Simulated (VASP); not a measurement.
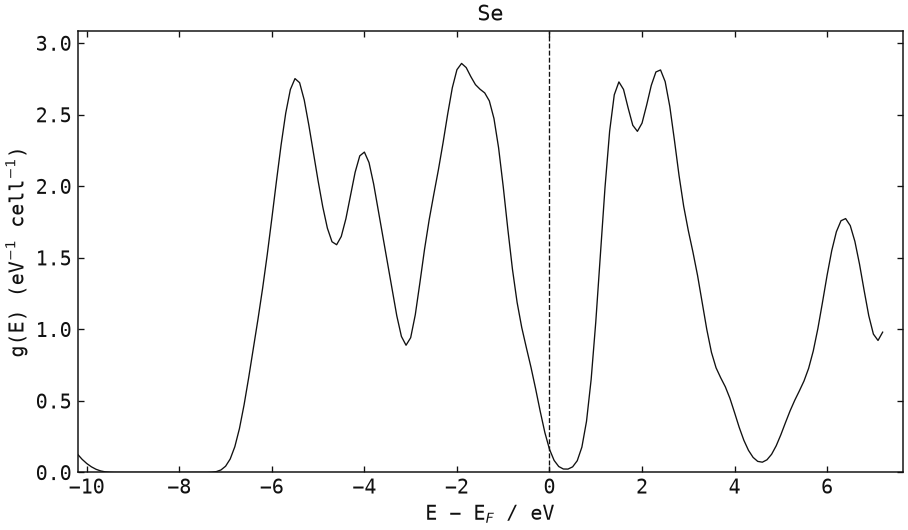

Density of states. Energies are counted from the Fermi level. The DOS curve is built from the levels of the k mesh with Gaussians 0.55 eV wide, which also blur the band edges; ripples of that width can come from the mesh.

System: Se, space group P3_121 (No. 152), 3 atoms in the cell.

Space group P3_121 (No. 152). a = 4.065 Å, b = 4.065 Å, c = 5.134 Å, α = 90.00°, β = 90.00°, γ = 120.00°
| atom | site | symmetry | x | y | z |
| --- | --- | --- | --- | --- | --- |
| Se | 3a | .2. | 0.2477 | 0.0000 | 0.3333 |

VASP; r2SCAN, VASP PAW PBE potentials, release 64 (Se), no spin polarisation, no spin-orbit coupling, 9×9×6 k mesh, 520 eV cutoff, Gaussian smearing of 0.03 eV.

Question: Metal or insulator, going by the density of states?

Answer: There is a gap; over the k points computed it is 0.67 eV (indirect; the smallest direct gap on the k mesh is 0.74 eV).

The PAW data sets were made with another functional. Spin-orbit coupling is left out, which matters for Se. LDA, GGA and most meta-GGA functionals understate gaps. The cell was derived from a database entry in an earlier step, so it needn't be the measured one.
